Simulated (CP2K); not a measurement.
System: As, space group R-3m (No. 166).

Starting cell:
```
As
1.0
     4.13100    0.00000    0.00000
     2.41839    3.34911    0.00000
     2.41839    1.23667    3.11243
As
2
Direct
  0.22600 0.22600 0.22600
  0.77400 0.77400 0.77400
```

Method: DFT in Gaussian orbitals with a plane-wave density, no spin polarisation; energies at scaled volumes of the given cell, shape and fractions fixed, counted from the fit's minimum, third-order Birch-Murnaghan fit (CP2K 2026.2). Level: PBE.

```tsv
setting	value
k mesh	9×9×9
occupations	Fermi–Dirac
smearing width	0.05 eV
potentials	GTH PBE with UZH TZVP basis
density cutoff	6123 eV
program settings	ngrids 4, basis sets As TZVP-MOLOPT-PBE-GTH-q5, cutoff ry 450 Ry, rel cutoff ry 60 Ry
```

Predict the energy and pressure against volume. The volume takes the values 20.24, 20.67, 21.10, 21.53, 21.96, 22.39, 22.82 Å³/atom.

A third-order Birch–Murnaghan fit gives V0 = 22.80 Å³/atom, B0 = 68.3 GPa and B′ = 4.1. The energy falls from 75.15 meV/atom at volume 20.24 Å³/atom to 0.00 meV/atom at 22.82 Å³/atom. The pressure falls from 10.41 GPa at volume 20.24 Å³/atom to −0.06 GPa at 22.82 Å³/atom.

```tsv
volume (Å³/atom)	energy (meV/atom)	pressure (GPa)
20.24	75.15	10.41
20.67	50.18	8.21
21.10	30.86	6.21
21.53	16.63	4.41
21.96	7.03	2.77
22.39	1.61	1.28
22.82	0.00	-0.06
```

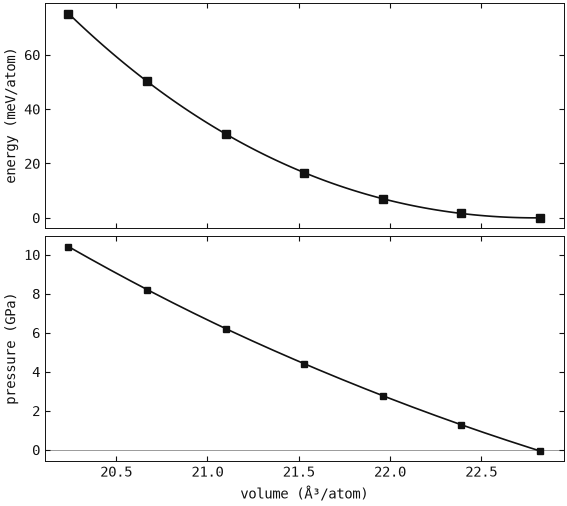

Limits of the calculation: the fit and the printed pressures don't fully agree, or the minimum lies near the end of the range; shape and atomic fractions are frozen while scaling, which makes layered, chain and framework solids too stiff.
